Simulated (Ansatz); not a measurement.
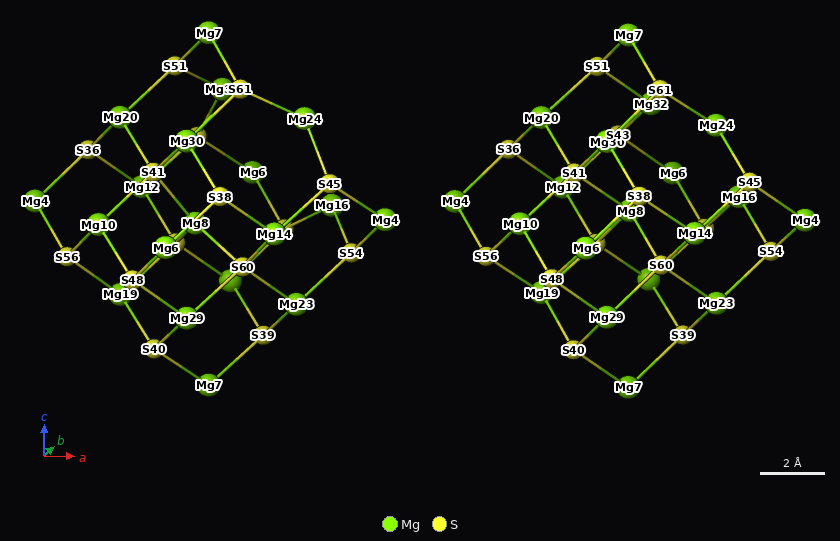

Two geometries of a defect cell of composition Mg32S31 (cell charge +2), drawn at one scale. One is the start of a relaxation, the other its converged end. A ball-and-stick model of the atoms within 5.8 Å of the atom that moves most (axes of the cell of the calculation (origin shifted)), seen slightly off an axis.

Method: DFT, PBEsol, PAW, plane waves in Ansatz. Set-up: plane-wave cutoff 420 eV; k-point mesh 1 × 1 × 1; mesh shifted by (0.25, 0.25, 0.25); no spin polarisation; atoms relaxed in a fixed cell; force threshold 0.03 eV/Å; at most 80 steps.

> Which one is relaxed?

The left one is the relaxed one. The largest move is that of a Mg atom, 0.63 Å along [−1 −1 −1]. By element the largest moves are Mg 0.63 Å, S 0.08 Å. The cell stays as it was. Among the contacts that change: Mg–S 2.508 → 2.364 Å, Mg–S 2.488 → 2.363 Å, Mg–S 2.464 → 2.363 Å, Mg–S 2.441 → 2.364 Å. Bond angles that change, for instance: Mg–S–Mg 110.6° → 94.3°, Mg–S–Mg 109.4° → 94.3°, S–Mg–S 107.8° → 119.2°. After 4 geometry steps the energy has fallen by 2.125 eV per cell of the calculation. The largest force component goes from 1.1 to 0.0077 eV/Å. Cost: 3.7 s on 1 × NVIDIA GB200 with 8 threads of Arm Neoverse-V2, peak memory 1.9 GiB.

Limits of the set-up: the cell is charged, on a uniform background, and energies carry no finite-size correction.
